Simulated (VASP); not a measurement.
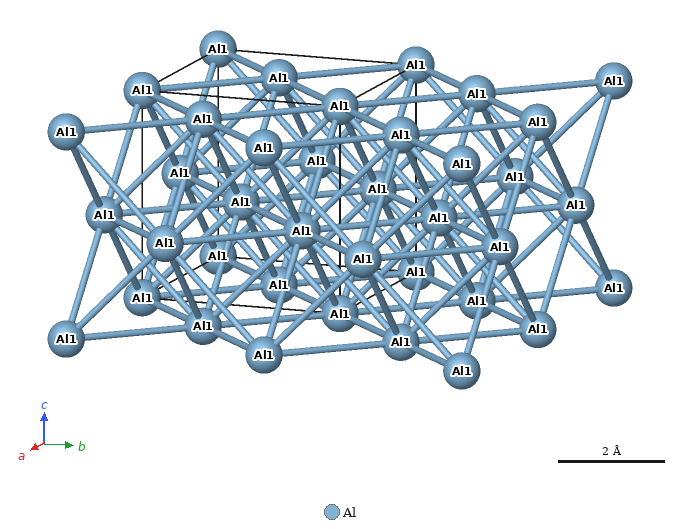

Figure 1. The structure as given in the input (ball-and-stick view of the cell 4 times as large as that of the calculation, set on its symmetry axes, repeated 2 × 2 × 1, seen slightly off an axis; atoms are numbered from 1 in the order of the input).

# What a change does: single-point calculation on Al

System: Al (Fm-3m, 1 atom in the cell).
Method of the first run: Kohn-Sham DFT of a periodic cell, PBEsol, VASP PAW PBE potentials, hard, no spin polarisation (VASP 6.6.1).

The structure derives from an entry of the Crystallography Open Database. 

**INCAR, the first run**
```
  PREC = Accurate
  ENCUT = 900
  EDIFF = 1E-6
  ISMEAR = 0
  SIGMA = 0.1
  LREAL = F
  LASPH = T
  NELM = 80
  ALGO = Normal
  ISIF = 2
  LWAVE = F
  LCHARG = F
  GGA = PS
```

**KPOINTS, the first run**
```
regular mesh
0
Gamma
  18 18 18
```

**POSCAR, the first run**
```
Al
1.0
    0.0000000000      2.0080400000      2.0080400000
    2.0080400000      0.0000000000      2.0080400000
    2.0080400000      2.0080400000      0.0000000000
Al
1
Direct
    0.0000000000      0.0000000000      0.0000000000
```

Command:
```bash
cat potpaw_PBE.64/Al/POTCAR > POTCAR
mpirun -np 1 vasp_std > vasp.out
```

Hardware: 1 thread of Intel Xeon (Granite Rapids), 64 GiB of memory available, shared host.

**OSZICAR and lines of OUTCAR (the first run)**
```
N       E                     dE             d eps       ncg     rms          rms(c)
DAV:   1    -0.589443534014E+00   -0.58944E+00   -0.12476E+03  1950   0.560E+02
DAV:   2    -0.409031206571E+01   -0.35009E+01   -0.33826E+01  2435   0.418E+01
DAV:   3    -0.411949565867E+01   -0.29184E-01   -0.28739E-01  2660   0.448E+00
DAV:   4    -0.411960368160E+01   -0.10802E-03   -0.10802E-03  2540   0.268E-01
DAV:   5    -0.411960437093E+01   -0.68933E-06   -0.69028E-06  2665   0.179E-02    0.142E+00
DAV:   6    -0.410246833551E+01    0.17136E-01   -0.21100E-03  2315   0.314E-01    0.810E-01
DAV:   7    -0.409089621687E+01    0.11572E-01   -0.57932E-03  2305   0.507E-01    0.171E-01
DAV:   8    -0.409088202388E+01    0.14193E-04   -0.30873E-05  2540   0.583E-02    0.112E-02
DAV:   9    -0.409088123551E+01    0.78838E-06   -0.52169E-07  2405   0.538E-03
   1 F= -.40908812E+01 E0= -.40893876E+01  d E =-.298735E-02
[... from OUTCAR:]
  free energy    TOTEN  =        -4.09088124 eV
  energy without entropy =       -4.08789388  energy(sigma->0) =       -4.08938756
 E-fermi :   8.1367     XC(G=0): -10.3252     alpha+bet :-15.1577
  free  energy   TOTEN  =        -4.0908812355 eV
  energy  without entropy=       -4.0878938832  energy(sigma->0) =       -4.08938756
```

For the second run the input was changed thus:
```diff
-  ENCUT = 900
+  ENCUT = 700
```

Predict how the results change.

The free energy of the second run is 0.03 meV per atom higher, which measures how much it depends on this numerical setting. More plane waves can only lower the energy of a fixed Hamiltonian, so the higher cutoff gives the lower value. The number of SCF iterations is the same. The plane waves at Γ go from 1018.0 to 701.0.

**OSZICAR and lines of OUTCAR (the second run)**
```
N       E                     dE             d eps       ncg     rms          rms(c)
DAV:   1    -0.934676791321E+00   -0.93468E+00   -0.10645E+03  1950   0.443E+02
DAV:   2    -0.409073853511E+01   -0.31561E+01   -0.29143E+01  2475   0.375E+01
DAV:   3    -0.411950929483E+01   -0.28771E-01   -0.28737E-01  2685   0.433E+00
DAV:   4    -0.411959844647E+01   -0.89152E-04   -0.89150E-04  2570   0.237E-01
DAV:   5    -0.411959893991E+01   -0.49344E-06   -0.49318E-06  2695   0.154E-02    0.143E+00
DAV:   6    -0.410244682551E+01    0.17152E-01   -0.21085E-03  2360   0.309E-01    0.810E-01
DAV:   7    -0.409086230070E+01    0.11585E-01   -0.57872E-03  2310   0.497E-01    0.171E-01
DAV:   8    -0.409084807687E+01    0.14224E-04   -0.30665E-05  2530   0.578E-02    0.115E-02
DAV:   9    -0.409084728426E+01    0.79261E-06   -0.53840E-07  2455   0.540E-03
   1 F= -.40908473E+01 E0= -.40893536E+01  d E =-.298738E-02
[... from OUTCAR:]
  free energy    TOTEN  =        -4.09084728 eV
  energy without entropy =       -4.08785991  energy(sigma->0) =       -4.08935360
 E-fermi :   8.1367     XC(G=0): -10.3253     alpha+bet :-15.1577
  free  energy   TOTEN  =        -4.0908472843 eV
  energy  without entropy=       -4.0878599083  energy(sigma->0) =       -4.08935360
```

**The two runs side by side**

| quantity | the first run | the second run |
| --- | --- | --- |
| outcome | converged | converged |
| free energy per atom (eV) | −4.0909 | −4.0908 |
| energy per atom, smearing taken to zero (eV) | −4.0894 | −4.0894 |
| gap on the mesh (eV) | 0.00 | 0.00 |
| pressure (GPa) | 0.00 | 0.00 |
| largest force (eV/Å) | 0.000 | 0.000 |
| SCF iterations | 9 | 9 |
| irreducible k-points | 195 | 195 |
| plane waves at Γ | 1018 | 701 |
